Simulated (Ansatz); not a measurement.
GdN: single-point calculation (part 3 of 3)

Continued. System: GdN (2 atoms in the cell). Method: DFT PBE+U, spin-orbit coupling, plane waves, PAW, Ueff = 2 eV on Gd atom 1 f (Ansatz 0.2.0); cutoff 420 eV, 6×6×6 k-mesh, Gaussian smearing of 0.05 eV. The structure was built on a prototype by a generator; it need not be a known phase. It belongs to a series of runs on one base structure; here: random orbitals: harmonics, low filling.

Geometry of the input (Å; fractional positions):
```
2.9936  0.0000  0.0000
0.0000  2.9936  0.0000
0.0000  0.0000  2.9936
Gd 0.0000  0.0000  0.0000
N  0.5000  0.5000  0.5000
```

**Output, continued**
```
--- Stress (GPa, compression-positive) ---
        7.069606       0.000000       0.000000
        0.000000       6.979778      -0.000000
        0.000000       0.000000       6.982638
  P = ⅓ Tr σ = 7.0107 GPa (70.107 kbar)
--- Band table (eV; the first three rows and the last of 64) ---
  k-point 0: bands = ["-27.0973", "-24.1037", "-6.3263", "-5.5783", "-2.3851", "-1.3257", "-0.6872", "-0.1688", "3.9310", "3.9369", "12.3635", "12.5255", "12.5512", "12.6693", "12.7712", "12.9981", "13.0161", "16.4162", "16.4166", "17.2692", "17.3366", "17.3854", "17.3883", "17.4299", "17.9376", "17.9917", "18.0333", "19.6840", "19.7036", "19.8178", "20.1411", "20.3735", "20.4581", "20.6359", "22.5106", "23.2436"]
  k-point 1: bands = ["-27.0496", "-24.0459", "-6.5083", "-5.6462", "-2.7036", "-1.6189", "-0.6810", "-0.4713", "4.4389", "4.5440", "12.3429", "12.5244", "12.5375", "12.7022", "12.7501", "12.9910", "13.0141", "15.5692", "15.7700", "16.6700", "17.1125", "17.1157", "17.5355", "17.5446", "17.6330", "18.7300", "18.8898", "19.6950", "19.7033", "19.8253", "20.1253", "20.3449", "20.3628", "20.8700", "23.8283", "24.4942"]
  k-point 2: bands = ["-26.9522", "-23.9278", "-6.9419", "-5.8503", "-3.1454", "-2.3278", "-0.5950", "-0.5367", "5.3916", "5.5687", "12.3212", "12.4752", "12.5550", "12.7424", "12.7861", "13.0213", "13.0246", "13.6533", "13.8001", "16.5775", "16.5792", "16.6777", "16.6781", "17.2333", "18.2242", "19.4500", "19.5808", "19.7068", "19.8895", "20.0522", "20.2488", "20.3142", "22.0769", "23.1600", "25.2227", "25.2389"]
  k-point 63: bands = ["-26.5403", "-23.4342", "-7.3507", "-6.6457", "-3.7737", "-2.7698", "-2.1779", "-1.7000", "5.8700", "5.9623", "12.4118", "12.5394", "12.5525", "12.5672", "12.6487", "12.6698", "12.6982", "12.7287", "12.7438", "12.7529", "12.9028", "13.0975", "13.1724", "19.5955", "19.8218", "19.8444", "19.8713", "20.1609", "20.2934", "20.2959", "25.6967", "25.7389", "25.8024", "26.3003", "26.3786", "26.4236"]
Occupation matrices written to [file]
--- Löwdin populations: 2 sites ---
  site symbol       q [e]
     0     Gd     17.3245
     1      N      5.6314
  spilling = 0.001919 (of n_electrons = 23.000000)
--- Occupation matrices: 1 shell (run DFT+U table (all-electron-ortho-atomic); ε = 1.81e-2) ---
  Gd0 f_4F: site group Oh (m-3m)
  Gd0 f_4F spinor Tr n = 7.1053  λ = 0.010 0.011 0.011 0.012 0.013 0.014 0.051 0.995 0.996 0.996 0.998 0.999 0.999 0.999  [6× z3 0.17 (T1u 0.50) G3/2u(0.66) | xyz 0.99 (A2u 0.99) E5/2u(0.99) | 7× yz2 0.14 (T2u 0.43) G3/2u(0.58)]
  specified occupation → Gd0 f_4F spinor: matrix, ‖Δ‖_F = 1.3824, Tr Δ = -0.1753, displaced = 1.2831, d_λ = 0.0821; orbital distance = 1.4266
  Tr n, λ and their labels are of the run-group-symmetrised matrices; stabiliser: 16 of 96 elements of G0×{1,Θ} (closed), max defect 8.6e-5 at τ = 3.8e-3
```

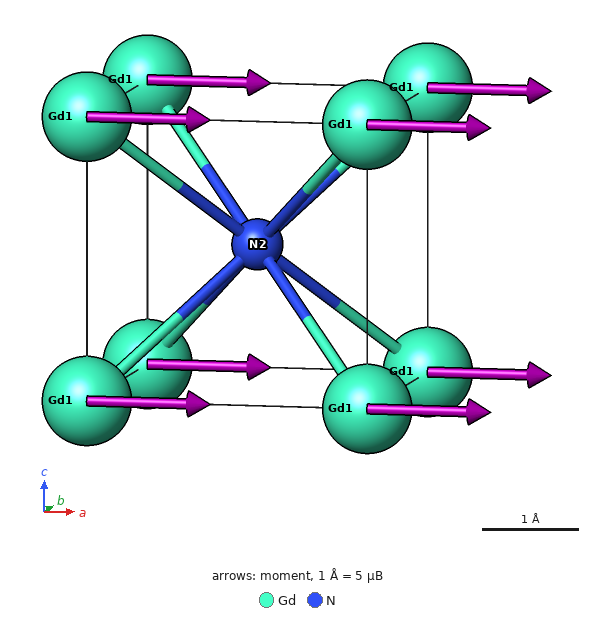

Figure 1. Magnetic moments of the sites as pink arrows (ball-and-stick view of the cell of the calculation, seen slightly off an axis; atoms are numbered from 1 in the order of the input); small moments hardly show. Site moments: Gd1 (6.65 μB). They are counted near the atoms and needn't add up to the moment of the cell.
